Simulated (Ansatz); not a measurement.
Single-point calculation, with input and output: Al

- system: Al (1 atom in the cell)
- method: DFT r2SCAN, scalar-relativistic, plane waves, PAW, no spin polarisation (Ansatz 0.2.0)

The structure derives from an entry of the Crystallography Open Database. It belongs to a series of runs on one base structure; here: strain -0.015 along x and y, +0.030 along z, atoms carried along. Figures and captions count atoms from 1; the log counts them from 0 in places.

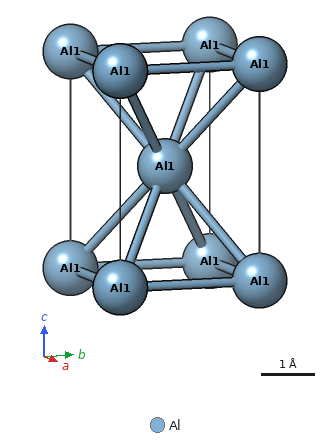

**Figure 1.** The input geometry (ball-and-stick view of the cell 2 times as large as that of the calculation, set on its symmetry axes, seen slightly off an axis; atoms are numbered from 1 in the order of the input). Near neighbours in the crystal (not all of them lie inside the picture): Al has 12 Al at 2.82 to 2.88 Å.

**The input**
```yaml
crystal:
  lattice:
    - [0.0, 1.9936203, 2.0846994]
    - [1.9936203, 0.0, 2.0846994]
    - [1.9936203, 1.9936203, 0.0]
  atoms:
    - { symbol: Al, position: [0.0, 0.0, 0.0] }
basis:
  ecutwfc: 500
kpoints:
  mp_grid: { grid: [20, 20, 20] }
hamiltonian:
  xc: r2scan
scf:
  occupations: { method: gaussian, width: 0.15 }
output:
  forces: true
  stress: true
  eigenvalues: true
  write_density: true
  write_potential: true
  elf: true
  volumetric_format: npy
```

Machine: 1 thread of AMD EPYC (Zen 3), 32 GiB of memory available, shared host.

Launched with:
```bash
ansatz run input.yaml --threads 1 --pin off --max-ram 2560MiB --backend cpu --events-out ev --progress --plain --runs-dir out
```

**Log**
```
Engine: ansatz 0.2.0, x86_64-unknown-linux-gnu
Pseudopotentials: kind: paw
Pseudopotential: Al, paw, valence charge 3, recommended cutoff 500 eV (meta_gga), Al.paw.azcp
Functional definition: r2SCAN
  parameter k0 = 0.174
  parameter k1 = 0.065
  parameter a1 = 4.9479
  exchange = r2scan_x(k0 = k0, k1 = k1, a1 = a1)
  correlation = r2scan_c
Crystal: 1 atoms, lattice volume = 16.571 Å³
Basis set: ecut = 500 eV, 411 PW (Γ), exchange–correlation on 96×96×96 points (64 copies of the dense FFT grid, shifted against one another)
Bands: 6, of which v1, the nominal top of the filled ones, is band 2 counted from 1 (1 counted from 0)
Symmetry: 16 space group operations
Space group: I4/mmm (ITA 139), of the structure as read, at distance tolerance 2.5e-5 Å
k-points: 641 of 8000
Non-local potential: Al, projectors of the file, l = 0: 2, l = 1: 2, l = 2: 1
PAW form: soft (Blöchl's): semilocal exchange-correlation on the pseudo side does not see the compensation charge
PAW frozen core: Al, regenerated for the run's functional (the file was generated under x = pbe(κ = 0.804, μ = 0.2195149727645171), c = pbe(β = 0.06672455060314922))
PAW one-centre angular grid: Al, 302 points (default); XC on 160 Gauss nodes
Initial density: superposition of atomic densities (neutral atoms: chi_scale 0, normalization atom), corrected by the library's trained network
Initial wavefunctions: pseudopotential atomic-orbital guess
Functional: x = r2scan, c = r2scan; τ floored in thin density (d = 2e-4 eV/Å³)
SCF iter   1: F=—  HF=-540.393833 eV  |F-HF|=—  |Δ(HF+E_count)|=         —  Δρ=3.52e-3  dr2=2.34e-3  dr2_τ=4.19e-3  ethr=1.77e-3  ⟨swp⟩=4.7  Hψ=33015  notcnv=0
preconditioner: auto → none  [metal: Δε(μ)=0.010 eV  Ē_g=14.062 eV  σ=0.150 eV  W_gap=0.04  n_scr=0 (ndim 8)  ℏωp=15.8 eV  f_vac=0.000  D(μ)=0.38/eV (n_scr^D=0)]
SCF iter   2: F=—  HF=-540.401653 eV  |F-HF|=—  |Δ(HF+E_count)|=   7.82e-3  Δρ=2.35e-3  dr2=1.03e-3  dr2_τ=2.63e-6  ethr=7.80e-5  ⟨swp⟩=2.1  Hψ=10379  notcnv=0  defer=117
SCF iter   3: F=—  HF=-540.401588 eV  |F-HF|=—  |Δ(HF+E_count)|=   6.45e-5  Δρ=1.02e-3  dr2=1.85e-4  dr2_τ=5.39e-7  ethr=3.45e-5  ⟨swp⟩=1.0  Hψ=3568  notcnv=0  defer=117
SCF iter   4: F=—  HF=-540.401580 eV  |F-HF|=—  |Δ(HF+E_count)|=   8.78e-6  Δρ=3.24e-4  dr2=1.78e-5  dr2_τ=2.37e-8  ethr=6.18e-6  ⟨swp⟩=1.0  Hψ=3568  notcnv=0  defer=117
SCF iter   5: F=—  HF=-540.401580 eV  |F-HF|=—  |Δ(HF+E_count)|=   1.40e-7  Δρ=5.87e-5  dr2=5.73e-7  dr2_τ=6.47e-10  ethr=5.95e-7  ⟨swp⟩=1.0  Hψ=3568  notcnv=0  defer=117
SCF iter   6: F=-540.401580 eV  HF=-540.401580 eV  |F-HF|=1.12e-9  |Δ(HF+E_count)|=   4.76e-8  Δρ=7.26e-6  dr2=8.88e-9  dr2_τ=1.23e-11  ethr=3.33e-9  ⟨swp⟩=8.4  Hψ=22148  notcnv=0
SCF 1 converged in 6 iterations: F = -540.401580 eV  dr2 = 8.88e-9
  greatest PAW one-centre occupation: 0.435 electrons in one spin orbital (limit 2), on the Al atom at site 0 (counted from 0), in its partial waves of l = 0
```

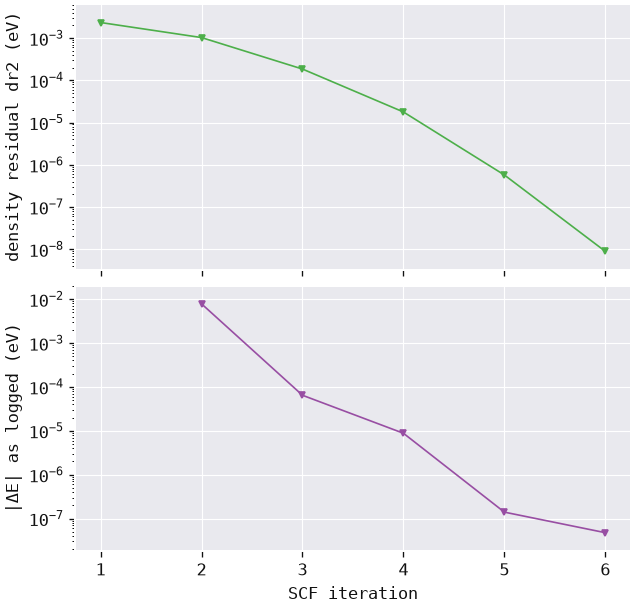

**Figure 2.** Convergence of the self-consistent field: density residual dr2 and size of the energy change against the SCF iteration. The residual falls at every step.

```
SCF converged after 6 iterations
Free energy (F): -540.401580 eV
Harris-Foulkes:  -540.401580 eV  (|F-HF|=1.12e-9)
Internal energy: -540.397394 eV  (E = F + TS)
E sigma→0 (E₀):  -540.399487 eV
Entropy (-TS):   -0.004186 eV (-4.186 meV/atom)
Fermi energy:    7.953807 eV
--- Per-component energies (eV) ---
  E_band       = 9.686542
  E_kinetic    = 22.898759
  E_local      = 10.209194  (includes V_loc(G=0)·N_el)
  E_nonlocal   = 9.525987
  E_hartree    = 0.112549
  E_xc         = -36.630243
  E_vxc        = -31.045055  (∫ρ·V_xc dr)
  E_paw        = -473.047120  (= ΣΔE_a)
  E_vpaw       = -3.348696  (= ΣTr[D̂ρ^β])
  E_aug_tail   = -0.000001  (compensation charges beyond the density's cutoff)
  E_vtau       = 1.221261  (kinetic-family band-sum trace: ∫τ·v_τ [+ j·A + Jᵃ·Aᵃ] dr)
  E_ewald      = -73.406410
  E_core_change = -0.060108  (= ΣΔE_core)
  E_smearing   = -0.004186  (= −TS)
  E_closure    = -0.000000  (closes the sum)
  Σ components = -540.401580   (vs F -540.401580, Δ=0.00e0)
--- Forces (eV/Å), atoms counted from 1 ---
  atom   1  Al     0.00000000     0.00000000    -0.00000000
  max |Σ_I F_I| component: 1.93e-34 eV/Å
--- Stress (GPa, compression-positive) ---
       -2.311484       0.000000       0.000000
        0.000000      -2.311484       0.000000
        0.000000       0.000000      -5.202286
  P = ⅓ Tr σ = -3.2751 GPa (-32.751 kbar)
--- Band table (eV; the first three rows and the last of 641) ---
  k-point 0: bands = ["-3.8787", "20.8690", "21.3902", "21.3902", "23.0693", "23.0693"]
  k-point 1: bands = ["-3.8067", "19.8640", "20.8451", "21.1607", "23.4146", "23.4601"]
  k-point 2: bands = ["-3.5907", "17.8188", "20.3445", "20.7417", "23.6803", "24.1745"]
  k-point 640: bands = ["4.3303", "5.6554", "13.7656", "14.5039", "14.5039", "18.3655"]
```

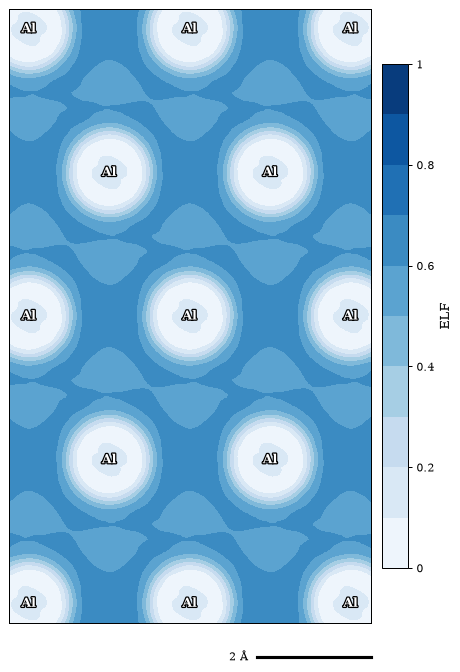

**Figure 3.** ELF on the (101) plane of the conventional cell. Al–Al (2.82 Å): the ELF peaks at about 0.65 between the atoms. Al–Al (2.88 Å): the ELF peaks at about 0.60 between the atoms. In a PAW calculation such maps are meaningful between the atoms, not at the nuclei.

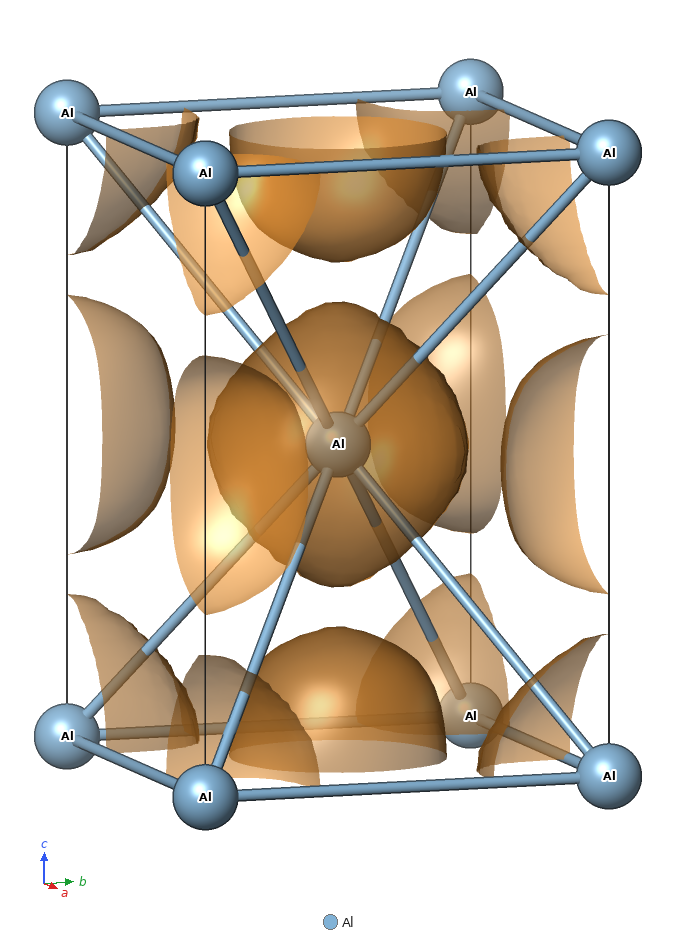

**Figure 4.** Isosurface of the ELF at 0.45 (orange), seen slightly off an axis. Core shells and regions of very low density are left out. Sticks mark near contacts. The outline is the cell set on symmetry axes. Profiles from the grid: Al–Al (2.82 Å): the ELF peaks at about 0.65 between the atoms. Al–Al (2.88 Å): the ELF peaks at about 0.60 between the atoms.

**Results in brief**

```csv
quantity,value
outcome,converged
space group (tolerance 0.01 Å),I4/mmm (139)
electrons treated,3
free energy,−540.4016 eV
Fermi energy,7.954 eV
gap on the k-point mesh,none (metallic)
pressure,−3.28 GPa
largest force (length of the vector),under 0.001 eV/Å
wall time,15 s
peak memory,0.48 GiB
```
